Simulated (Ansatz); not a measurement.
The calculation's input:

```
crystal:
  lattice:
    - [1.7429858539, 0.8027893033, 5.9589013495]
    - [-1.7429858539, 0.8027893033, 5.9589013495]
    - [0.0, -1.6055786065, 5.9589013495]
  atoms:
    - { symbol: Mo, position: [0.0, 0.0, 0.0] }
    - { symbol: S, position: [0.7563304588, 0.7563304588, 0.7563304588] }
    - { symbol: S, position: [0.2436695412, 0.2436695412, 0.2436695412] }
basis:
  ecutwfc: 420
kpoints:
  mp_grid: { grid: [18, 18, 18] }
hamiltonian:
  xc: pbe
  dispersion: d3bj
scf:
  occupations: { method: gaussian, width: 0.15 }
output:
  forces: true
  stress: true
  eigenvalues: true
  write_density: true
  write_potential: true
  elf: true
  volumetric_format: npy
```

Run with:

```sh
ansatz run input.yaml --threads 1 --pin off --max-ram 2560MiB --backend cpu --events-out ev --progress --plain --runs-dir out
```

Below, planes, directions and counts refer to the conventional cell (a = 4.82 Å, b = 3.49 Å, c = 6.17 Å, α = 90.00°, β = 105.08°, γ = 90.00°).

Space group C2/m; changed on purpose from its base cell (strain +0.1125 x Voigt [1, -1, 0, 0, 0, 0], atoms carried along); not relaxed (largest force 1.4 eV/Å); computed pressure about 7 GPa in this cell; computed without spin polarisation.

Method: DFT PBE+D3(BJ), scalar-relativistic, plane waves, PAW in Ansatz 0.2.0.

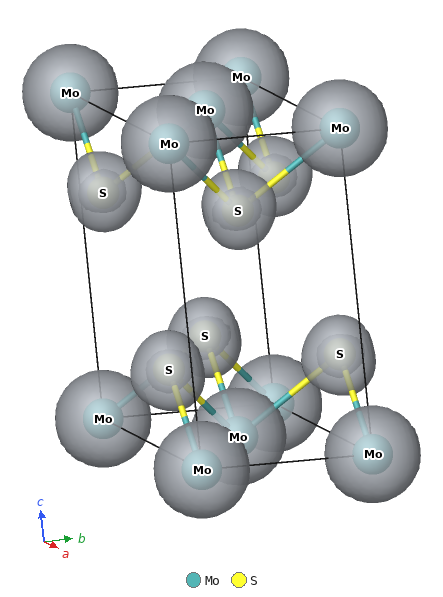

MoS2. Isosurface of the valence pseudo-density at 1 e/Å³ (grey), seen slightly off an axis. Sticks mark near contacts.

The density is the valence pseudo-density of a PAW calculation; it isn't the true density close to the nuclei.

Question: What does this surface tell about the bonding?

Answer: At this value the density breaks into separate islands; it holds about 45 % of the electrons treated as valence (semicore included). It bridges none of the near contacts. It is pinched off along the shortest Mo–S (2.27 Å) and Mo–S (2.50 Å) contacts. On the grid the lowest density along these lines, outside the cores, is 0.74 e/Å³ (Mo–S, 2.27 Å) and 0.48 e/Å³ (Mo–S, 2.50 Å).
